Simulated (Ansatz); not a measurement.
# Calculations on Nb32H

## 1. Relaxation

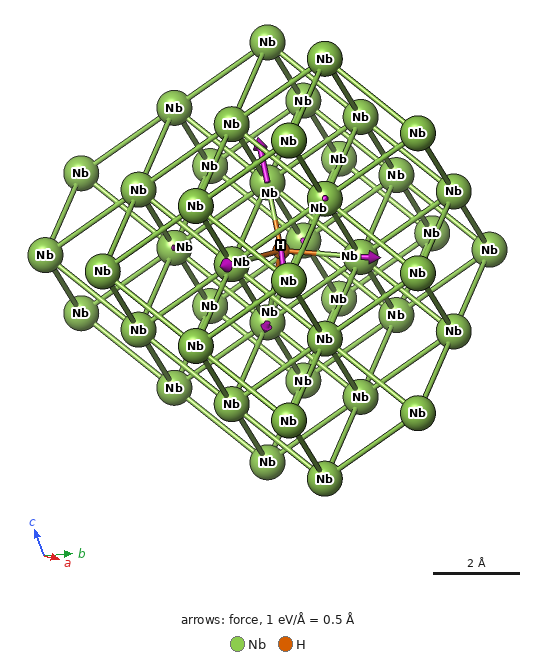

Starting geometry of a defect cell of composition Nb₃₂H with the computed forces as purple arrows. A ball-and-stick model of the atoms within 5.8 Å of the atom that moves most (axes of the conventional cell (2 times the calculation's cell)), seen slightly off an axis. Lengths and directions refer to the drawn axes.

Case: H interstitial, charge +0, atoms relaxed.

Theory: DFT PBE, scalar-relativistic, plane waves, PAW (Ansatz).

The input:
```yaml
crystal:
  lattice:
    - [6.6224786354, 0.0, -6.6224786354]
    - [6.6224786354, -6.6224786354, 0.0]
    - [0.0, -6.6224786354, -6.6224786354]
  atoms:
    - { symbol: Nb, position: [0.875, 0.875, 0.875] }
    - { symbol: Nb, position: [0.875, 0.375, 0.875] }
    - { symbol: Nb, position: [0.375, 0.875, 0.875] }
    - { symbol: Nb, position: [0.75, 0.75, 0.75] }
    - { symbol: Nb, position: [0.375, 0.375, 0.875] }
    - { symbol: Nb, position: [0.75, 0.25, 0.75] }
    - { symbol: Nb, position: [0.25, 0.75, 0.75] }
    - { symbol: Nb, position: [0.625, 0.625, 0.625] }
    - { symbol: Nb, position: [0.875, 0.875, 0.375] }
    - { symbol: Nb, position: [0.25, 0.25, 0.75] }
    - { symbol: Nb, position: [0.625, 0.125, 0.625] }
    - { symbol: Nb, position: [0.125, 0.625, 0.625] }
    - { symbol: Nb, position: [0.5, 0.5, 0.5] }
    - { symbol: Nb, position: [0.875, 0.375, 0.375] }
    - { symbol: Nb, position: [0.375, 0.875, 0.375] }
    - { symbol: Nb, position: [0.75, 0.75, 0.25] }
    - { symbol: Nb, position: [0.125, 0.125, 0.625] }
    - { symbol: Nb, position: [0.5, 0.0, 0.5] }
    - { symbol: Nb, position: [0.0, 0.5, 0.5] }
    - { symbol: Nb, position: [0.375, 0.375, 0.375] }
    - { symbol: Nb, position: [0.75, 0.25, 0.25] }
    - { symbol: Nb, position: [0.25, 0.75, 0.25] }
    - { symbol: Nb, position: [0.625, 0.625, 0.125] }
    - { symbol: Nb, position: [0.0, 1.0, 0.5] }
    - { symbol: Nb, position: [0.25, 0.25, 0.25] }
    - { symbol: Nb, position: [0.625, 0.125, 0.125] }
    - { symbol: Nb, position: [0.125, 0.625, 0.125] }
    - { symbol: Nb, position: [0.5, 0.5, 0.0] }
    - { symbol: Nb, position: [0.125, 0.125, 0.125] }
    - { symbol: Nb, position: [0.5, 0.0, 0.0] }
    - { symbol: Nb, position: [0.0, 0.5, 0.0] }
    - { symbol: Nb, position: [0.0, 0.0, 0.0] }
    - { symbol: H, position: [0.194698321, 0.0757233465, 0.8049052092] }
basis:
  ecutwfc: 420
  xc_grid: 2
kpoints:
  mp_grid: { grid: [3, 3, 3], shift: [0.0, 0.0, 0.0] }
hamiltonian:
  xc: pbe
scf:
  occupations: { method: gaussian, width: 0.1 }
output:
  forces: true
  stress: false
  eigenvalues: true
  write_density: true
  write_potential: true
  elf: true
  volumetric_format: npy
relax:
  adjacent_minimum: "off"
  f_tol: 0.02
  max_steps: 60
```

Launched with:
```bash
ansatz run input.yaml --threads 8 --pin off --max-ram 20480MiB --backend cpu --events-out ev --progress --plain --runs-dir out
```

Is this structure relaxed? If not, where do the atoms go?

Answer. It isn't relaxed: the largest force vector, on Nb10, is 2.33 eV/Å. The atoms end up moving mostly along the starting forces (cosine between the two patterns 0.88). The largest move is that of H33, 0.14 Å along [−1 0 −3]. Largest moves by element: H 0.14 Å, Nb 0.08 Å. The cell doesn't change. Among the contacts that change: Nb10–H33 1.714 → 1.921 Å, Nb10–Nb17 2.868 → 2.981 Å, Nb17–H33 1.871 → 1.922 Å, Nb10–Nb13 3.311 → 3.262 Å. Among the angles between lasting bonds that change: Nb3–H33–Nb32 96.8° → 101.7°, Nb3–H33–Nb10 106.0° → 101.7°, Nb10–H33–Nb32 128.7° → 126.5°. The energy falls by 0.266 eV per cell of the calculation in 3 accepted moves (4 points after the start). The largest force component goes from 2 to 0.0048 eV/Å. 1 step only repeated the SCF at the same geometry. The run took 3.7 min on 8 threads of Intel(R) Xeon(R) Processor @ 2.70GHz, on a shared host, peak memory 5.6 GiB.

## 2. Relaxation

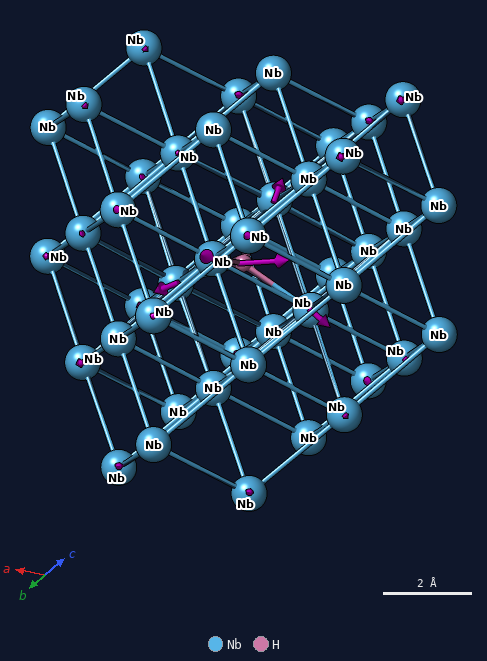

A relaxation of a defect cell of composition Nb$_{32}$H. The starting structure is drawn faded, the final one solid; purple arrows show the displacements, 10 times their true length.

Style: ball-and-stick. Shown: the atoms within 5.8 Å of the atom that moves most (axes of the conventional cell (2 times the calculation's cell)), from a free direction. Lengths and directions refer to the drawn axes.

Case: H interstitial, charge +0, atoms relaxed.

The calculation used DFT PBEsol, scalar-relativistic, plane waves, PAW in Ansatz 0.2.0.

The input:
```yaml
crystal:
  lattice:
    - [0.0, 6.5442909445, 6.5442909445]
    - [-6.5442909445, 6.5442909445, 0.0]
    - [-6.5442909445, 0.0, 6.5442909445]
  atoms:
    - { symbol: Nb, position: [0.0, 0.0, 0.0] }
    - { symbol: Nb, position: [0.0, 0.5, 0.0] }
    - { symbol: Nb, position: [0.0, 0.0, 0.5] }
    - { symbol: Nb, position: [0.125, 0.125, 0.125] }
    - { symbol: Nb, position: [0.0, 0.5, 0.5] }
    - { symbol: Nb, position: [0.125, 0.625, 0.125] }
    - { symbol: Nb, position: [0.125, 0.125, 0.625] }
    - { symbol: Nb, position: [0.25, 0.25, 0.25] }
    - { symbol: Nb, position: [0.5, 1.0, 0.0] }
    - { symbol: Nb, position: [0.125, 0.625, 0.625] }
    - { symbol: Nb, position: [0.25, 0.75, 0.25] }
    - { symbol: Nb, position: [0.25, 0.25, 0.75] }
    - { symbol: Nb, position: [0.375, 0.375, 0.375] }
    - { symbol: Nb, position: [0.5, 0.5, 0.0] }
    - { symbol: Nb, position: [0.5, 0.0, 0.5] }
    - { symbol: Nb, position: [0.625, 0.125, 0.125] }
    - { symbol: Nb, position: [0.25, 0.75, 0.75] }
    - { symbol: Nb, position: [0.375, 0.875, 0.375] }
    - { symbol: Nb, position: [0.375, 0.375, 0.875] }
    - { symbol: Nb, position: [0.5, 0.5, 0.5] }
    - { symbol: Nb, position: [0.625, 0.625, 0.125] }
    - { symbol: Nb, position: [0.625, 0.125, 0.625] }
    - { symbol: Nb, position: [0.75, 0.25, 0.25] }
    - { symbol: Nb, position: [0.375, 0.875, 0.875] }
    - { symbol: Nb, position: [0.625, 0.625, 0.625] }
    - { symbol: Nb, position: [0.75, 0.75, 0.25] }
    - { symbol: Nb, position: [0.75, 0.25, 0.75] }
    - { symbol: Nb, position: [0.875, 0.375, 0.375] }
    - { symbol: Nb, position: [0.75, 0.75, 0.75] }
    - { symbol: Nb, position: [0.875, 0.875, 0.375] }
    - { symbol: Nb, position: [0.875, 0.375, 0.875] }
    - { symbol: Nb, position: [0.875, 0.875, 0.875] }
    - { symbol: H, position: [0.1951855293, 0.924118668, 0.8052156773] }
basis:
  ecutwfc: 420
  xc_grid: 2
kpoints:
  mp_grid: { grid: [3, 3, 3], shift: [0.0, 0.0, 0.0] }
hamiltonian:
  xc: pbesol
scf:
  occupations: { method: gaussian, width: 0.1 }
output:
  forces: true
  stress: false
  eigenvalues: true
relax:
  adjacent_minimum: "off"
  f_tol: 0.02
  max_steps: 60
```

Run as
```bash
ansatz run input.yaml --threads 8 --pin off --max-ram 20480MiB --backend cpu --events-out ev --progress --plain --runs-dir out
```

### Atoms of which element are displaced furthest, and by how much?

Hydrogen: up to 0.14 Å, against 0.08 Å for niobium.

### What happened in the run?

The energy falls by 0.291 eV per cell of the calculation in 3 accepted moves (4 points after the start). The largest force component goes from 2.3 to 0.0057 eV/Å. 1 step only repeated the SCF at the same geometry. The atom that moves furthest is H33 (0.14 Å along [−1 0 1]). By element the largest moves are H 0.14 Å, Nb 0.08 Å. The cell doesn't change. Near-neighbour distances that change, for instance: Nb17–H33 1.692 → 1.899 Å, Nb1–Nb17 3.272 → 3.392 Å, Nb17–Nb24 2.834 → 2.947 Å, Nb24–H33 1.849 → 1.900 Å. Among the angles between lasting bonds that change: Nb1–H33–Nb7 96.8° → 101.7°, Nb7–H33–Nb17 106.0° → 101.7°, Nb1–H33–Nb17 128.7° → 126.5°. The run took 3.3 min on 8 threads of Intel(R) Xeon(R) Processor @ 2.70GHz, with other jobs on the host, peak memory 5.4 GiB.

## 3. Path

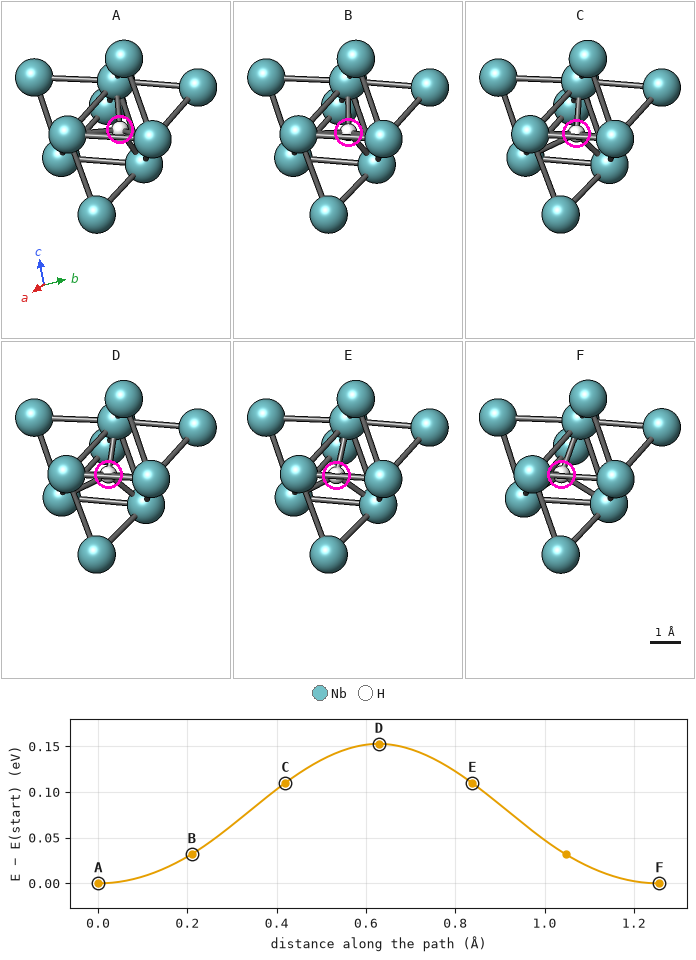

A nudged-elastic-band calculation for a defect cell of composition Nb32H (33 atoms in the cell). Images are numbered from 0 (start) to 6 (end). Frames A to F are images 0, 1, 2, 3, 4, 6. A ball-and-stick model of the atoms within 3.6 Å of the middle of the path, seen slightly off an axis. The moving atom is ringed, with any periodic copies. Bonds to atoms that aren't drawn are left out.

Level of theory: DFT PBE, scalar-relativistic, plane waves, PAW (Ansatz). Run with plane-wave cutoff 420 eV; k-point mesh 3 × 3 × 3; Gaussian smearing 0.1 eV; 5 movable images; climbing image.

> What happens along the path, and what is the barrier?

The H atom travels furthest, 1.17 Å from end to end, along −b, on a path that bends up to 0.09 Å away from the straight line. At the highest image its nearest neighbour (Nb) is 1.86 Å away, against 1.92 Å at the start, and the surrounding atoms stand up to 0.07 Å off the mean of their end positions. The barrier is about 0.153 eV in both directions, with image 3 at the top; the ends have the same energy. The band converged in 4 iterations, with a climbing image at the top.

The run took 15 min on 8 threads of Intel(R) Xeon(R) Processor @ 2.70GHz (shared host), peak memory 12 GiB.
